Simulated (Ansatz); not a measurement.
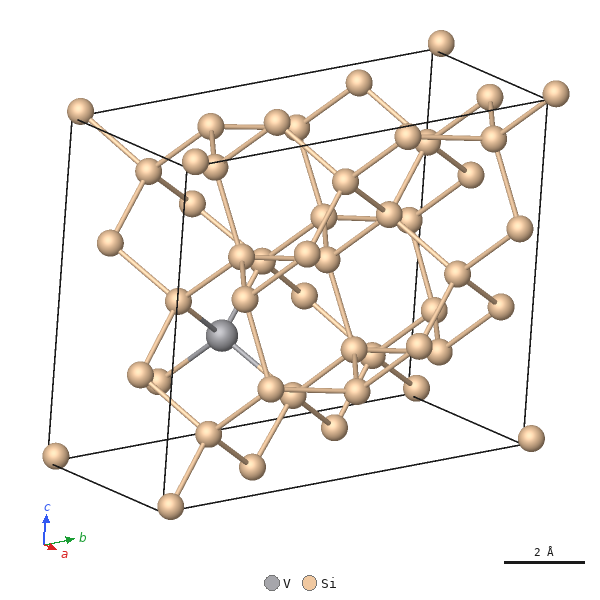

Shown here is a ball-and-stick view of the crystal, taken slightly off an axis. The edges of the supercell are marked. The host is Si, in a cell of 36 sites, and the cell is neutral.

**Where does the cell differ from the host, and how?**

Vanadium on a silicon site (a substitutional impurity). It is bonded to four Si in a tetrahedral arrangement at about 2.4 Å.

The numbers come from DFT PBE, scalar-relativistic, plane waves, PAW in Ansatz 0.2.0, using E_cut = 420 eV, a 2×2×2 k-point grid, Gaussian smearing of 0.02 eV, collinear spins.

**Is the defect magnetic?**

Yes, 1.0 μB in the cell.

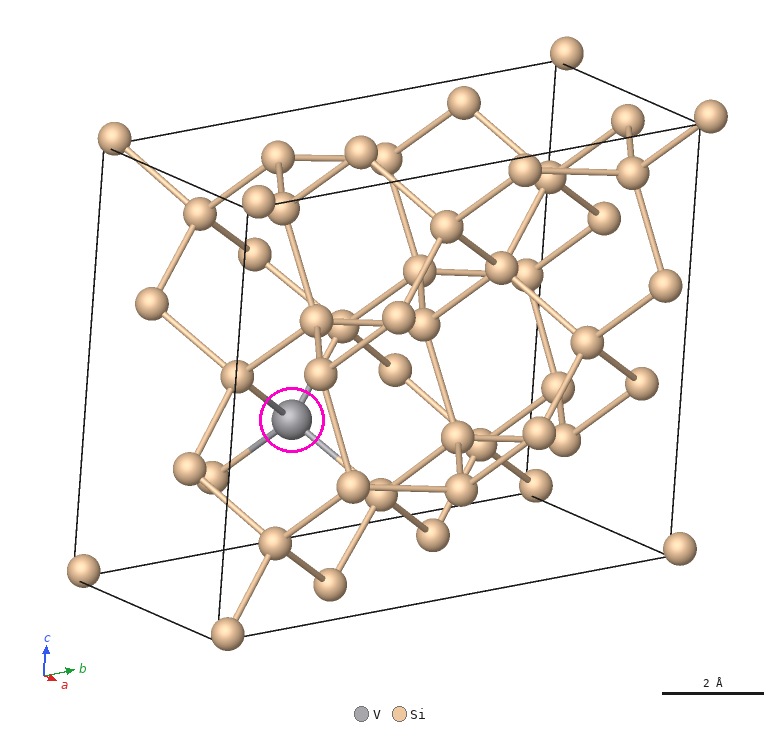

The same cell with a ring at the defect's site.

The atoms were relaxed in the host's cell with DFT PBE, scalar-relativistic, plane waves, PAW (Ansatz).
